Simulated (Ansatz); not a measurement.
# Does disorder add resistance in series? Rh(111) layers with 50 % Pt

Two lengths of the disordered region are known. What area resistance does the third give?

**Method.** Ansatz 0.2.0, plane waves with PAW datasets at their recommended cutoffs (420 eV for most), Fermi-Dirac smearing; ballistic transmission by layer matching. The area resistance is RA = A (h/2e²)(1/T − 1/N), with T the zone-mean transmission per spin and N the lead's channels, both averaged over a few energies near the Fermi level; for magnets each spin is taken apart, with h/e², and the two conduct in parallel. Lateral cell 2x2, PBE, a fresh random draw for each length.

Results; the value marked ? is to be predicted:

| length (Å) | channels N | RA (fΩ m²) |
| --- | --- | --- |
| 8.78 | 7.000 | 0.110 |
| 17.6 | 7.000 | 0.181 |
| 26.3 | 7.000 | ? |

Worked fit:

Ohm's law makes RA linear in the length: the slope is (0.181 − 0.110)/(17.6 − 8.78) = 8.06×10⁻³ fΩ m² per Å, or 8.1 µΩ cm. Then 0.181 + 8.06×10⁻³ × 8.78. Predicted: 0.251 fΩ m².

What the run gave:

0.287 fΩ m², so the prediction is 12 % too low. The three lengths together give 10 µΩ cm. The two increments are 0.071 and 0.11 fΩ m²; with one draw for each length, their difference can't be told from scatter.

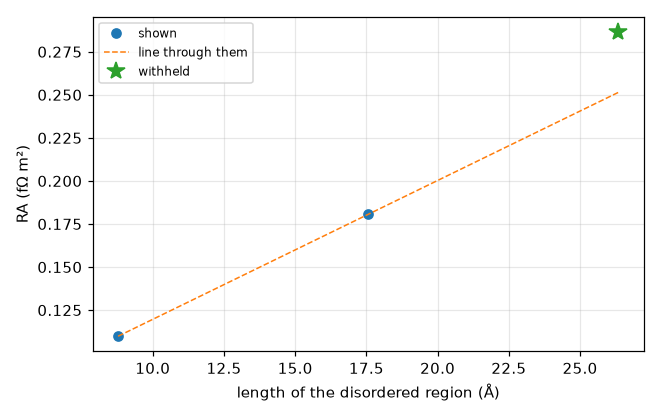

Area resistance against length.

Caveats: The scatterers repeat sideways with the small cell. The slope is a raw one; a model of isotropic scattering puts it 1.06 times the bulk value over these lengths. Atoms sit unrelaxed on the host's lattice, and the pair may not mix at random in practice. Spin-orbit coupling is left out, which matters for Pt.
